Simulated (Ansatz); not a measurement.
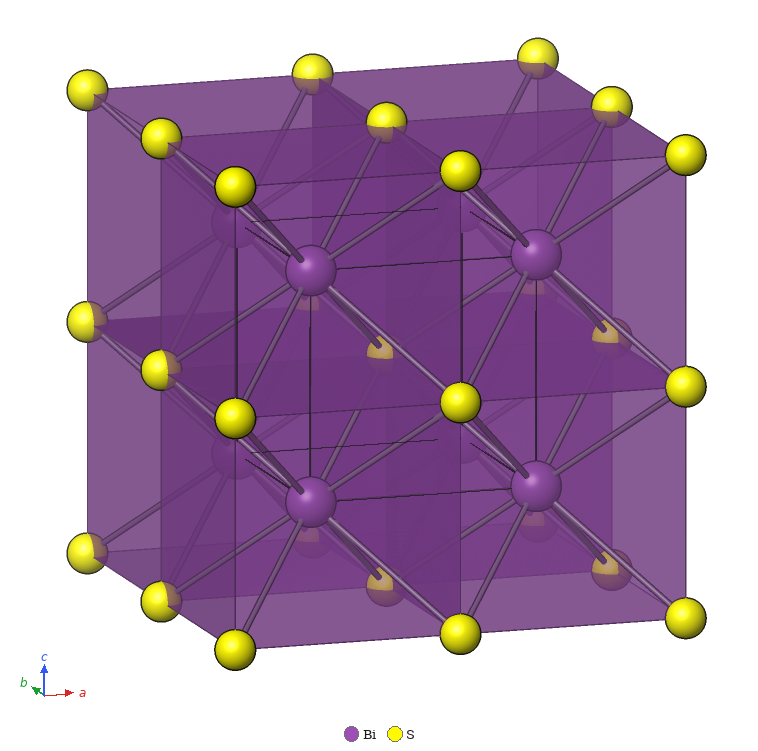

Structure drawing (polyhedral), viewed slightly off an axis. The conventional unit cell is drawn as a box. A few atoms beyond the faces are included.

BiS, caesium chloride (CsCl, B2) type, space group Pm-3m (No. 221), a = 3.580 Å, b = 3.580 Å, c = 3.580 Å, α = 90.00°, β = 90.00°, γ = 90.00°. Origin of the cell: a structure type filled with these elements by a generator (whether the compound takes this form wasn't checked). Earlier steps of the study, as a rule a relaxation of our own, may have changed the cell and positions, so they can lie some per cent off the listed ones. An electronic-structure calculation with Ansatz was run on it.

This one geometry was computed with Ansatz (DFT, plane waves, PAW) at five levels of theory: PBE with spin-orbit coupling, PBE, LDA, PBEsol and r2SCAN.

Which level gives the highest pressure at this volume, and what does that say about its equilibrium volume?

Highest: PBE with spin-orbit coupling (1.2 GPa), which points to the largest equilibrium volume. Lowest, with the smallest volume: LDA (-5.3 GPa). Levels within 0.5 GPa of each other can't be told apart.

How does the band gap change with the level of theory?

All levels give a metal, though semilocal functionals underestimate gaps and can close a small one.

Collect the results in a table.

| level | cutoff (eV) | k-mesh of the run's cell | gap (eV) | pressure (GPa) |
| --- | --- | --- | --- | --- |
| PBE with spin-orbit coupling | 420 | 10×10×10 | metal | 1.2 |
| PBE | 420 | 10×10×10 | metal | 0.0 |
| LDA | 420 | 10×10×10 | metal | -5.3 |
| PBEsol | 420 | 10×10×10 | metal | -3.7 |
| r2SCAN | 500 | 10×10×10 | metal | -0.8 |

Gaps are taken on the k-mesh or band path of each run.
